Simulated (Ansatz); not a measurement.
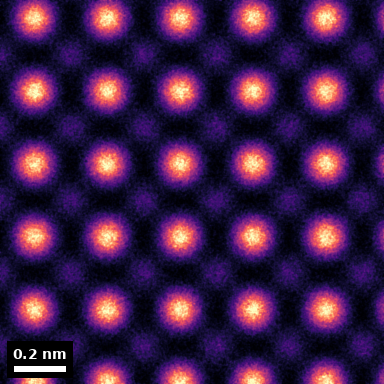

Dark-field STEM-like image of AlAs (F-43m, No. 216). Simulated incoherent Z contrast: every atom adds Z^1.6 spread by a probe of 1.16 Å full width; channelling and multiple scattering are left out. Shot noise was added. Structure used: the end point of a relaxation with DFT PBE0, scalar-relativistic, plane waves, PAW in Ansatz; the starting structure was generated, so it need not be a known form of this composition.

```cif
data_structure
_symmetry_space_group_name_H-M 'P 1'
_symmetry_Int_Tables_number 1
_cell_length_a 5.6820
_cell_length_b 5.6820
_cell_length_c 5.6820
_cell_angle_alpha 90.000
_cell_angle_beta 90.000
_cell_angle_gamma 90.000
_cell_volume 183.44
loop_
_atom_site_label
_atom_site_type_symbol
_atom_site_fract_x
_atom_site_fract_y
_atom_site_fract_z
_atom_site_occupancy
Al1 Al 0.00000 0.00000 0.00000 1
As1 As 0.25000 0.25000 0.75000 1
Al2 Al 0.00000 0.50000 0.50000 1
As2 As 0.25000 0.75000 0.25000 1
Al3 Al 0.50000 0.00000 0.50000 1
As3 As 0.75000 0.25000 0.25000 1
Al4 Al 0.50000 0.50000 0.00000 1
As4 As 0.75000 0.75000 0.75000 1
```

> Along which zone axis is the crystal seen: [001], [110], [211] or [221]? (Directions equivalent by symmetry count as one.)

[001]. The projected cells are 2.84 × 2.84 Å, 90° for [001]; 3.48 × 3.48 Å, 109° for [110]; 2.01 × 3.28 Å, 90° for [211]; 1.34 × 2.12 Å, 108° for [221], and the image repeats as the [001] one does.
